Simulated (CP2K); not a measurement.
Single-point calculation of Mg$_{2}$Ge

- system: Mg$_{2}$Ge (Fm-3m, 3 atoms in the cell)
- method: with the settings of its input (CP2K 2026.2)

The structure derives from a Materials Project entry. The geometry comes from this level: r2SCAN. It belongs to a series of runs on one base structure; here: XC_FUNCTIONAL = BLYP.

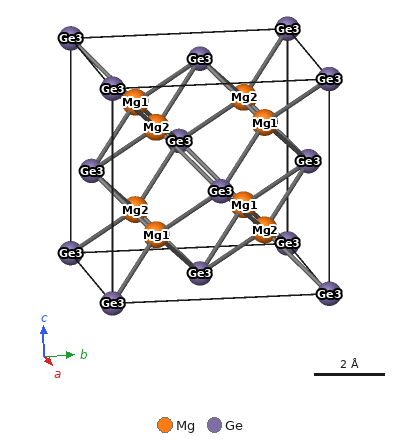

**Figure 1.** The structure (ball-and-stick view of the cell 4 times as large as that of the calculation, set on its symmetry axes, seen slightly off an axis; atoms are numbered from 1 in the order of the input). Near neighbours in the crystal (not all of them lie inside the picture): Mg has 4 Ge at 2.76 Å; Ge has 8 Mg at 2.76 Å.

Key numbers:

| quantity | value |
| --- | --- |
| outcome | converged |
| space group (tolerance 0.01 Å) | Fm-3m (225) |
| electrons treated | 24 |
| free energy | −3540.1473 eV |
| band gap | none (metallic) |
| pressure | 8.60 GPa |
| largest force (length of the vector) | 0.152 eV/Å |
| hardware | 2 threads of Arm Neoverse V1, 24 GiB of memory available, shared host |
| wall time | 7 s (CPU time 13 s) |
| peak memory | 0.35 GiB |

Settings chosen away from the usual ones: XC_FUNCTIONAL = BLYP. The cell is under a pressure of 8.6 GPa at this level, so it is not at its equilibrium volume.

The input:
```
&GLOBAL
 PROJECT run
 RUN_TYPE ENERGY_FORCE
 PRINT_LEVEL LOW
&END GLOBAL
&FORCE_EVAL
 METHOD QS
 STRESS_TENSOR ANALYTICAL
 &DFT
  BASIS_SET_FILE_NAME BASIS_MOLOPT
  POTENTIAL_FILE_NAME GTH_POTENTIALS
  &QS
   EXTRAPOLATION USE_GUESS
  &END QS
  &MGRID
   CUTOFF 700
   REL_CUTOFF 50
  &END MGRID
  &XC
   &XC_FUNCTIONAL BLYP
   &END XC_FUNCTIONAL
  &END XC
  &KPOINTS
   SCHEME MONKHORST-PACK 5 5 5
   SYMMETRY F
   FULL_GRID F
  &END KPOINTS
  &SCF
   ADDED_MOS 9
   EPS_SCF 1e-6
   MAX_SCF 80
   &DIAGONALIZATION
   &END DIAGONALIZATION
   &MIXING
    METHOD BROYDEN_MIXING
    ALPHA 0.3
   &END MIXING
   &SMEAR
    METHOD FERMI_DIRAC
    ELECTRONIC_TEMPERATURE [K] 232
   &END SMEAR
   &PRINT
    &ITERATION_INFO
    &END ITERATION_INFO
   &END PRINT
  &END SCF
  &PRINT
   &BAND_STRUCTURE
    FILE_NAME bands.bs
    ADDED_MOS 6
    &KPOINT_SET
     UNITS B_VECTOR
     SPECIAL_POINT 0.00000000 0.00000000 0.00000000
     NPOINTS 0
    &END KPOINT_SET
    &KPOINT_SET
     UNITS B_VECTOR
     SPECIAL_POINT 0.50000000 0.00000000 0.50000000
     NPOINTS 0
    &END KPOINT_SET
    &KPOINT_SET
     UNITS B_VECTOR
     SPECIAL_POINT 0.62500000 0.25000000 0.62500000
     NPOINTS 0
    &END KPOINT_SET
    &KPOINT_SET
     UNITS B_VECTOR
     SPECIAL_POINT 0.37500000 0.37500000 0.75000000
     NPOINTS 0
    &END KPOINT_SET
    &KPOINT_SET
     UNITS B_VECTOR
     SPECIAL_POINT 0.50000000 0.50000000 0.50000000
     NPOINTS 0
    &END KPOINT_SET
    &KPOINT_SET
     UNITS B_VECTOR
     SPECIAL_POINT 0.50000000 0.25000000 0.75000000
     NPOINTS 0
    &END KPOINT_SET
    &KPOINT_SET
     UNITS B_VECTOR
     SPECIAL_POINT 0.00000000 0.50000000 0.50000000
     NPOINTS 0
    &END KPOINT_SET
   &END BAND_STRUCTURE
  &END PRINT
 &END DFT
 &SUBSYS
  &CELL
   A 4.50159116 0.00000000 0.00000000
   B 2.25079558 3.89849230 0.00000000
   C 2.25079558 1.29949743 3.67553379
  &END CELL
  &COORD
   SCALED
   Mg 0.75000000 0.75000000 0.75000000
   Mg 0.25000000 0.25000000 0.25000000
   Ge 0.00000000 -0.00000000 -0.00000000
  &END COORD
  &KIND Mg
   BASIS_SET SZV-MOLOPT-SR-GTH
   POTENTIAL GTH-PBE
  &END KIND
  &KIND Ge
   BASIS_SET SZV-MOLOPT-SR-GTH
   POTENTIAL GTH-PBE
  &END KIND
 &END SUBSYS
 &PRINT
  &STRESS_TENSOR
  &END STRESS_TENSOR
  &FORCES
  &END FORCES
 &END PRINT
&END FORCE_EVAL
```

Launched with:
```bash
cp2k.psmp -i run.inp
```

What the program printed:
```
w7m8k3

 CP2K| version string:                                       CP2K version 2026.2
 CP2K|            -lib tblite libvori libbqb
 CP2K| Input file name                                                   run.inp

 GLOBAL| Force Environment number                                              1
 GLOBAL| Cholesky decomposition library                                ScaLAPACK
 GLOBAL| Direct generalized diagonalization requested                          F
 GLOBAL| Matrix multiplication library                                 ScaLAPACK

 GENERATE|  Preliminary Number of Bonds generated:                             0
 GENERATE|  Achieved consistency in connectivity generation.

 *******************************************************************************
 *******************************************************************************
 **                                                                           **
 **     #####                         ##              ##                      **
 **    ##   ##            ##          ##              ##                      **
 **   ##     ##                       ##            ######                    **
 **   ##     ##  ##   ##  ##   #####  ##  ##   ####   ##    #####    #####    **
 **   ##     ##  ##   ##  ##  ##      ## ##   ##      ##   ##   ##  ##   ##   **
 **   ##  ## ##  ##   ##  ##  ##      ####     ###    ##   ######   ######    **
 **    ##  ###   ##   ##  ##  ##      ## ##      ##   ##   ##       ##        **
 **     #######   #####   ##   #####  ##  ##  ####    ##    #####   ##        **
 **           ##                                                    ##        **
 **                                                                           **
 **                                                ... make the atoms dance   **
 **                                                                           **
 **                      J. Chem. Phys. 152, 194103 (2020)                    **
 **                                                                           **
 *******************************************************************************

 *** available. The full set of unoccupied MOs will be used. Use           ***
 *** 'ADDED_MOS -1' to always use all available MOs and to get rid of this ***
 *** warning.                                                              ***

 TOTAL NUMBERS AND MAXIMUM NUMBERS

  Total number of            - Atomic kinds:                                   2
                             - Atoms:                                          3
                             - Shell sets:                                     3
                             - Shells:                                         8
                             - Primitive Cartesian functions:                 18
                             - Cartesian basis functions:                     14
                             - Spherical basis functions:                     14

  Maximum angular momentum of- Orbital basis functions:                        1
                             - Local part of the GTH pseudopotential:          2
                             - Non-local part of the GTH pseudopotential:      4

 SCF PARAMETERS         Density guess:                                    ATOMIC
                        --------------------------------------------------------
                        max_scf:                                              80
                        max_scf_history:                                       0
                        max_diis:                                              4
                        --------------------------------------------------------
                        eps_scf:                                        1.00E-06
                        eps_scf_history:                                0.00E+00
                        eps_diis:                                       1.00E-01
                        eps_eigval:                                     1.00E-05
                        --------------------------------------------------------
                        level_shift [a.u.]:                             0.000000
                        added MOs                                         2    0
                        --------------------------------------------------------
                        Mixing method:                            BROYDEN_MIXING
                                                charge density mixing in g-space
                        --------------------------------------------------------
                        Smear method:                                FERMI_DIRAC
                        Electronic temperature [K]:                        232.0
                        Electronic temperature [a.u.]:                  7.35E-04
                        Accuracy threshold:                             1.00E-10
                        --------------------------------------------------------
                        No outer SCF

 Extrapolation method: initial_guess

 Number of electrons:                                                         24
 Number of occupied orbitals:                                                 12
 Number of molecular orbitals:                                                14

 Number of orbital functions:                                                 14
 Number of independent orbital functions:                                     14

 SCF WAVEFUNCTION OPTIMIZATION

  ------------------------------------------------------------------------------
     1 NoMix/Diag. 0.30E+00    0.3     0.76522766      -130.5743818513 -1.31E+02
     2 Broy./Diag. 0.30E+00    0.5     0.17821469      -130.0604450542  5.14E-01
     3 Broy./Diag. 0.30E+00    0.5     0.53396996      -130.0638492206 -3.40E-03
     4 Broy./Diag. 0.30E+00    0.5     0.02678499      -129.9884040617  7.54E-02
     5 Broy./Diag. 0.30E+00    0.5     0.03375858      -130.1076157134 -1.19E-01
     6 Broy./Diag. 0.30E+00    0.5     0.02914024      -130.1081220272 -5.06E-04
     7 Broy./Diag. 0.30E+00    0.5     0.00175822      -130.1007701816  7.35E-03
     8 Broy./Diag. 0.30E+00    0.5     0.00061032      -130.0979388132  2.83E-03
     9 Broy./Diag. 0.30E+00    0.5     0.00006011      -130.0979982132 -5.94E-05
    10 Broy./Diag. 0.30E+00    0.5     0.00000318      -130.0980036070 -5.39E-06
    11 Broy./Diag. 0.30E+00    0.5     0.00001311      -130.0980126282 -9.02E-06
    12 Broy./Diag. 0.30E+00    0.5     0.00000005      -130.0980150716 -2.44E-06

  *** SCF run converged in    12 steps ***

  Electronic density on regular grids:        -23.9999999217        0.0000000783
  Core density on regular grids:               23.9999999985       -0.0000000015
  Total charge density on r-space grids:        0.0000000768
  Total charge density g-space grids:           0.0000000768

  Overlap energy of the core charge distribution:               0.00000000000000
  Self energy of the core charge distribution:               -301.05177461645673
  Core Hamiltonian energy:                                     89.53567914559049
  Hartree energy:                                              99.98191983447039
  Exchange-correlation energy:                                -18.56373334563335
  Electronic entropic energy:                                  -0.00010608955657
  Fermi energy:                                                 0.32829084144306

  Total energy:                                              -130.09801507160014
  Total energy (extrapolated to T->0):                       -130.09796202682188

 KPOINTS| Band Structure Calculation
 KPOINTS| Number of k-point sets                                               7
 KPOINTS| Number of added MOs/bands                                            6
 KPOINTS| Number of k-points in set    1                                       1
 KPOINTS| In units of b-vector [2pi/Bohr]
 KPOINTS| Special point     1 not specifi     0.000000     0.000000     0.000000
 KPOINTS| Time for k-point line                                            0.002
 KPOINTS| Number of k-points in set    2                                       1
 KPOINTS| In units of b-vector [2pi/Bohr]
 KPOINTS| Special point     1 not specifi     0.500000     0.000000     0.500000
 KPOINTS| Time for k-point line                                            0.001
 KPOINTS| Number of k-points in set    3                                       1
 KPOINTS| In units of b-vector [2pi/Bohr]
 KPOINTS| Special point     1 not specifi     0.625000     0.250000     0.625000
 KPOINTS| Time for k-point line                                            0.001
 KPOINTS| Number of k-points in set    4                                       1
 KPOINTS| In units of b-vector [2pi/Bohr]
 KPOINTS| Special point     1 not specifi     0.375000     0.375000     0.750000
 KPOINTS| Time for k-point line                                            0.001
 KPOINTS| Number of k-points in set    5                                       1
 KPOINTS| In units of b-vector [2pi/Bohr]
 KPOINTS| Special point     1 not specifi     0.500000     0.500000     0.500000
 KPOINTS| Time for k-point line                                            0.001
 KPOINTS| Number of k-points in set    6                                       1
 KPOINTS| In units of b-vector [2pi/Bohr]
 KPOINTS| Special point     1 not specifi     0.500000     0.250000     0.750000
 KPOINTS| Time for k-point line                                            0.001
 KPOINTS| Number of k-points in set    7                                       1
 KPOINTS| In units of b-vector [2pi/Bohr]
 KPOINTS| Special point     1 not specifi     0.000000     0.500000     0.500000
 KPOINTS| Time for k-point line                                            0.002

 ENERGY| Total FORCE_EVAL ( QS ) energy [hartree]           -130.098013811480200

 FORCES| Atomic forces [hartree/bohr]
 FORCES|   Atom     x               y               z               |f|
 FORCES|      1 -2.41797350E-03 -1.39601802E-03 -9.87133850E-04   2.96140092E-03
 FORCES|      2  2.41797340E-03  1.39601490E-03  9.87131648E-04   2.96139863E-03
 FORCES|      3 -4.33448659E-11 -1.21133434E-10 -8.56505546E-11   1.54557768E-10
 FORCES| Sum    -1.38062850E-10 -3.24864930E-09 -2.28761226E-09
 FORCES| Total atomic force                                       3.97567019E-09

 STRESS| Analytical stress tensor [bar]
 STRESS|                        x                   y                   z
 STRESS|      x        7.39448204438E+04  -1.39230361314E+04  -9.84507327045E+03
 STRESS|      y       -1.39230361314E+04   9.00216465658E+04  -5.68413363225E+03
 STRESS|      z       -9.84507327045E+03  -5.68413363225E+03   9.40409360370E+04
 STRESS| 1/3 Trace                                             8.60024676822E+04
 STRESS| Determinant                                           5.95093427861E+14

 STRESS| Eigenvectors and eigenvalues of the analytical stress tensor [bar]
 STRESS|                        1                   2                   3
 STRESS| Eigenvalues   6.18870620219E+04   9.80601155627E+04   9.80602254620E+04
 STRESS|      x           0.816495329736     -0.577352031929     -0.000088013367
 STRESS|      y           0.471405965613      0.666753650528     -0.577248633685
 STRESS|      z           0.333334354820      0.471279323474      0.816568433851
```

File bands.bs:
```
# Set 1: 1 special points, 1 k-points, 14 bands
#  Special point 1          0.00000000     0.00000000     0.00000000  not specified
#  Point 1      Spin 1:     0.00000000     0.00000000     0.00000000       1.00000000
#   Band    Energy [eV]     Occupation
       1   -70.96064045     2.00000000
       2   -70.95769981     2.00000000
       3   -37.74192941     2.00000000
       4   -37.74192941     2.00000000
       5   -37.72699731     2.00000000
       6   -37.72699730     2.00000000
       7   -37.68731276     2.00000000
       8   -37.67211219     2.00000000
       9    -2.94062151     2.00000000
      10     9.11917162     2.00000000
      11     9.12176533     2.00000000
      12     9.12176534     2.00000000
      13     9.29800550     0.00000000
      14    11.41184690     0.00000000
# Set 2: 1 special points, 1 k-points, 14 bands
#  Special point 1          0.50000000     0.00000000     0.50000000  not specified
#  Point 1      Spin 1:     0.50000000     0.00000000     0.50000000       1.00000000
#   Band    Energy [eV]     Occupation
       1   -70.95976571     2.00000000
       2   -70.95874904     2.00000000
       3   -37.74336823     2.00000000
       4   -37.73911230     2.00000000
       5   -37.73200263     2.00000000
       6   -37.72533912     2.00000000
       7   -37.68030789     2.00000000
       8   -37.67545585     2.00000000
       9     0.58240207     2.00000000
      10     1.43633491     2.00000000
      11     6.39169928     2.00000000
      12     8.02067764     2.00000000
      13     8.02463412     0.00000000
      14    16.80139729     0.00000000
# Set 3: 1 special points, 1 k-points, 14 bands
#  Special point 1          0.62500000     0.25000000     0.62500000  not specified
#  Point 1      Spin 1:     0.62500000     0.25000000     0.62500000       1.00000000
#   Band    Energy [eV]     Occupation
       1   -70.95944347     2.00000000
       2   -70.95898593     2.00000000
       3   -37.74097543     2.00000000
       4   -37.73949543     2.00000000
       5   -37.73095833     2.00000000
       6   -37.72776435     2.00000000
       7   -37.67924270     2.00000000
       8   -37.67730521     2.00000000
       9     0.32410770     2.00000000
      10     1.99337668     2.00000000
      11     3.70935932     2.00000000
      12     8.26612058     2.00000000
      13    12.02026921     0.00000000
      14    15.57462998     0.00000000
# Set 4: 1 special points, 1 k-points, 14 bands
#  Special point 1          0.37500000     0.37500000     0.75000000  not specified
#  Point 1      Spin 1:     0.37500000     0.37500000     0.75000000       1.00000000
#   Band    Energy [eV]     Occupation
       1   -70.95944347     2.00000000
       2   -70.95898593     2.00000000
       3   -37.74097543     2.00000000
       4   -37.73949543     2.00000000
       5   -37.73095833     2.00000000
       6   -37.72776435     2.00000000
       7   -37.67924270     2.00000000
       8   -37.67730521     2.00000000
       9     0.32410770     2.00000000
      10     1.99337668     2.00000000
      11     3.70935932     2.00000000
      12     8.26612058     2.00000000
      13    12.02026921     0.00000000
      14    15.57462998     0.00000000
# Set 5: 1 special points, 1 k-points, 14 bands
#  Special point 1          0.50000000     0.50000000     0.50000000  not specified
#  Point 1      Spin 1:     0.50000000     0.50000000     0.50000000       1.00000000
#   Band    Energy [eV]     Occupation
       1   -70.95915277     2.00000000
       2   -70.95905350     2.00000000
       3   -37.73455176     2.00000000
       4   -37.73455176     2.00000000
       5   -37.73428000     2.00000000
       6   -37.73428000     2.00000000
       7   -37.67946335     2.00000000
       8   -37.67921028     2.00000000
       9    -1.02028452     2.00000000
      10     1.38109544     2.00000000
      11     8.30457816     2.00000000
      12     8.74798709     2.00000000
      13     8.74798709     0.00000000
      14    16.31733569     0.00000000
# Set 6: 1 special points, 1 k-points, 14 bands
#  Special point 1          0.50000000     0.25000000     0.75000000  not specified
#  Point 1      Spin 1:     0.50000000     0.25000000     0.75000000       1.00000000
#   Band    Energy [eV]     Occupation
       1   -70.95922436     2.00000000
       2   -70.95922254     2.00000000
       3   -37.74040543     2.00000000
       4   -37.74021929     2.00000000
       5   -37.72927724     2.00000000
       6   -37.72925666     2.00000000
       7   -37.67830746     2.00000000
       8   -37.67823754     2.00000000
       9     0.58889964     2.00000000
      10     2.59504143     2.00000000
      11     2.59747736     2.00000000
      12     7.95960572     2.00000000
      13    14.09713030     0.00000000
      14    14.10842725     0.00000000
# Set 7: 1 special points, 1 k-points, 14 bands
#  Special point 1          0.00000000     0.50000000     0.50000000  not specified
#  Point 1      Spin 1:     0.00000000     0.50000000     0.50000000       1.00000000
#   Band    Energy [eV]     Occupation
       1   -70.95976571     2.00000000
       2   -70.95874904     2.00000000
       3   -37.74336823     2.00000000
       4   -37.73911230     2.00000000
       5   -37.73200263     2.00000000
       6   -37.72533913     2.00000000
       7   -37.68030789     2.00000000
       8   -37.67545585     2.00000000
       9     0.58240208     2.00000000
      10     1.43633463     2.00000000
      11     6.39169927     2.00000000
      12     8.02067764     2.00000000
      13     8.02463412     0.00000000
      14    16.80139953     0.00000000
```

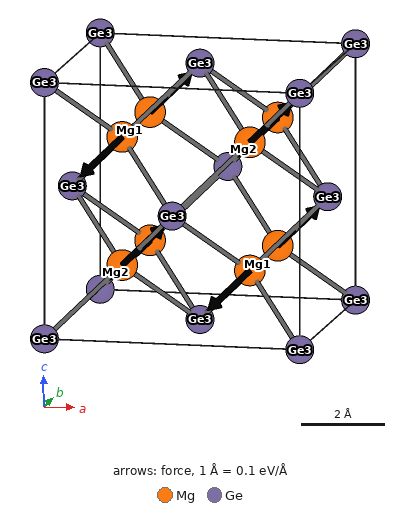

**Figure 2.** Forces on the atoms as black arrows (ball-and-stick view of the cell 4 times as large as that of the calculation, set on its symmetry axes, seen slightly off an axis; atoms are numbered from 1 in the order of the input). The largest act on Mg1, Mg2 (0.15 eV/Å). The geometry is not a stationary point of this energy.
